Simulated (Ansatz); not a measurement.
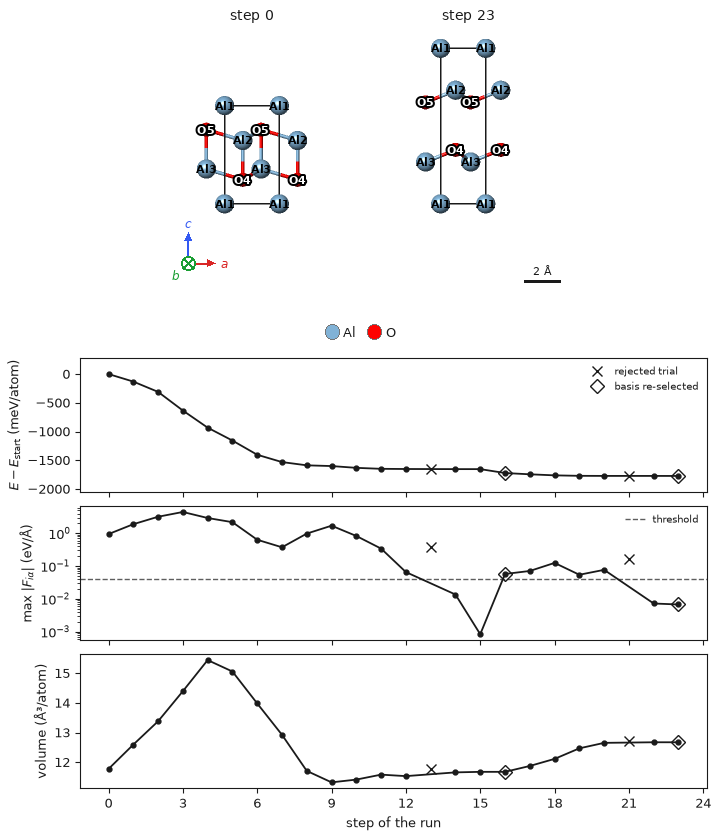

First and last geometry of a relaxation of solid Al3O2 (built on the A-type sesquioxide_164 type) (coarse preliminary run), with the history of the run. The picture is a ball-and-stick view of the cell of the calculation, seen along the b axis.

Case: anti-A-type sesquioxide type (P-3m1, No. 164).

Method: DFT r2SCAN, scalar-relativistic, plane waves, PAW in Ansatz 0.2.0. (plane-wave cutoff 500 eV; k-point mesh 6 × 6 × 4; occupations gaussian; smearing width 0.1 eV; no spin polarisation; cell and atoms relaxed; force threshold 0.04 eV/Å; at most 70 steps)

Question: What do the curves and the structures tell?

Answer: It converged. The largest moves relative to the cell, 0.89 Å, are those of O4 and O5. O5 goes along −c. Largest moves by element: O 0.89 Å, Al 0.74 Å. Cell: a = b 3.522 → 2.904 Å (−17.5 %), c 5.480 → 8.674 Å (+58.3 %). Volume +7.6 %. Among the contacts that change: Al2–O4 2.192 → 3.323 Å, Al2–O5 2.121 → 1.809 Å. Bonds break: Al2–O4 (2.19 → 3.32 Å), Al3–O5 (2.19 → 3.32 Å). Among the angles between lasting bonds that change: O4–Al3–O4 112.3° → 106.8°, Al3–O4–Al3 112.3° → 106.8°. The space group stays P-3m1 (No. 164). Over 19 accepted moves (23 points after the start) the energy falls by 1773 meV per atom. The largest force component goes from 0.95 to 0.0068 eV/Å. Pressure: 15.10 GPa at the start and 0.14 GPa at the end. The line search rejected the trial steps at points 13, 21 of the run. At 2 points the geometry stayed and the basis and grid were re-selected for the new cell (energy shift of 68.0 meV per atom at most each time).

| step | E − E(0), meV/atom | largest force component, eV/Å | pressure, GPa | volume, Å³/atom | note |
| --- | --- | --- | --- | --- | --- |
| 0 | 0.00 | 0.9464 | 15.10 | 11.772 |  |
| 1 | -131.12 | 1.8961 | 5.12 | 12.593 |  |
| 2 | -310.30 | 3.1978 | -1.55 | 13.380 |  |
| 3 | -635.15 | 4.4718 | -9.71 | 14.394 |  |
| 4 | -932.89 | 2.9289 | -18.04 | 15.443 |  |
| 5 | -1157.44 | 2.1839 | -18.34 | 15.057 |  |
| 6 | -1404.52 | 0.6361 | -14.24 | 13.981 |  |
| 7 | -1531.95 | 0.3747 | -8.04 | 12.923 |  |
| 8 | -1588.52 | 0.9799 | 3.72 | 11.706 |  |
| 9 | -1601.26 | 1.7067 | 5.10 | 11.320 |  |
| 10 | -1632.40 | 0.8286 | 3.80 | 11.413 |  |
| 11 | -1649.39 | 0.3414 | 1.21 | 11.580 |  |
| 12 | -1652.52 | 0.0657 | 2.02 | 11.530 |  |
| 13 | -1651.81 | 0.3816 | -0.67 | 11.780 | rejected |
| 14 | -1654.54 | 0.0136 | 0.22 | 11.656 |  |
| 15 | -1654.59 | 0.0008 | 0.00 | 11.675 |  |
| 16 | -1722.63 | 0.0575 | 4.79 | 11.675 | same geometry, new basis |
| 17 | -1744.82 | 0.0710 | 3.18 | 11.872 |  |
| 18 | -1763.08 | 0.1251 | 2.00 | 12.111 |  |
| 19 | -1771.30 | 0.0545 | 0.36 | 12.467 |  |
| 20 | -1772.73 | 0.0769 | -0.19 | 12.652 |  |
| 21 | -1772.61 | 0.1686 | 0.55 | 12.707 | rejected |
| 22 | -1772.89 | 0.0072 | 0.08 | 12.672 |  |
| 23 | -1773.37 | 0.0068 | 0.14 | 12.672 | same geometry, new basis |
